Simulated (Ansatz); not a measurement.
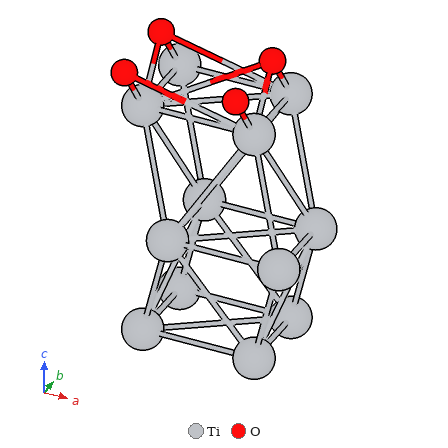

System: O lifted off a slab of content Ti₃. The picture shows the slab (repeated in the plane, vacuum cut away).

Structure:
```yaml
crystal:
  lattice:
    - [2.93580, 0.00000, 0.00000]
    - [-1.46790, 2.54250, 0.00000]
    - [0.00000, 0.00000, 23.63620]
  atoms:
    - { symbol: Ti, position: [0.33333, 0.66667, 0.35962] }
    - { symbol: Ti, position: [0.66667, 0.33333, 0.45320] }
    - { symbol: Ti, position: [0.33333, 0.66667, 0.54674] }
    - { symbol: O, position: [0.33333, 0.16667, 0.59128] }
```

Computed with Ansatz 0.2.0: energy and normal force of an adatom against its height over the highest atom of the given rigid slab, above the lowest point of a coarse grid of places, energies count from that point, plane waves with PAW datasets, Γ-centred k mesh. Level: r2SCAN, no spin polarisation.

- wave cutoff: 500 eV
- k mesh: 12×12×1
- occupations: Gaussian
- smearing width: 0.1 eV
- boundary: dipole corrected
- adsorbate: O

What does the calculation give for the energy and force along normal against height? The height takes the values 0.503, 0.753, 1.053, 1.353, 1.753, 2.253, 3.053, 4.053 Å.

The energy is 3.656 eV at height 0.503 Å and 9.068 eV at 4.053 Å; the lowest computed point is at height 1.053 Å (0.000 eV). The force along normal goes from 12.2 eV/Å at height 0.503 Å to −0.5 eV/Å at 4.053 Å, not monotonically, with a low of −6.2 eV/Å at 1.753 Å, and changes sign near 1.1 Å.

```json
{"height (Å)": "0.503", "energy (eV)": "3.656", "force along normal (eV/Å)": "12.2"}
{"height (Å)": "0.753", "energy (eV)": "1.106", "force along normal (eV/Å)": "7.5"}
{"height (Å)": "1.053", "energy (eV)": "0.000", "force along normal (eV/Å)": "0.0"}
{"height (Å)": "1.353", "energy (eV)": "0.822", "force along normal (eV/Å)": "-4.9"}
{"height (Å)": "1.753", "energy (eV)": "3.221", "force along normal (eV/Å)": "-6.2"}
{"height (Å)": "2.253", "energy (eV)": "5.744", "force along normal (eV/Å)": "-4.0"}
{"height (Å)": "3.053", "energy (eV)": "8.010", "force along normal (eV/Å)": "-1.9"}
{"height (Å)": "4.053", "energy (eV)": "9.068", "force along normal (eV/Å)": "-0.5"}
```

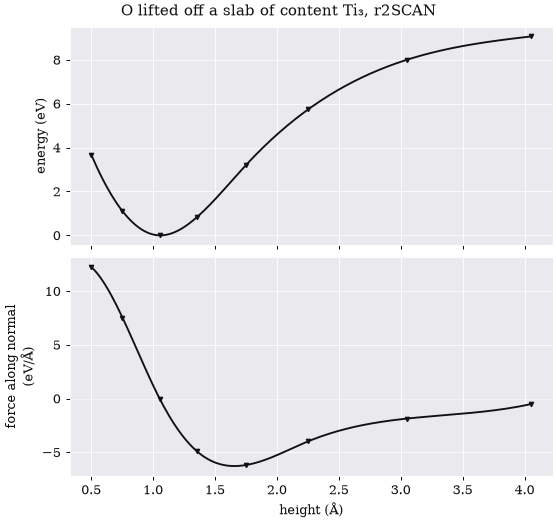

Note: atoms far too close; no spin polarisation, a magnetic state may lie lower; in this field the vacuum level falls below the Fermi level; without spin the lifted atom lies too high; xc potential rough in thin density.
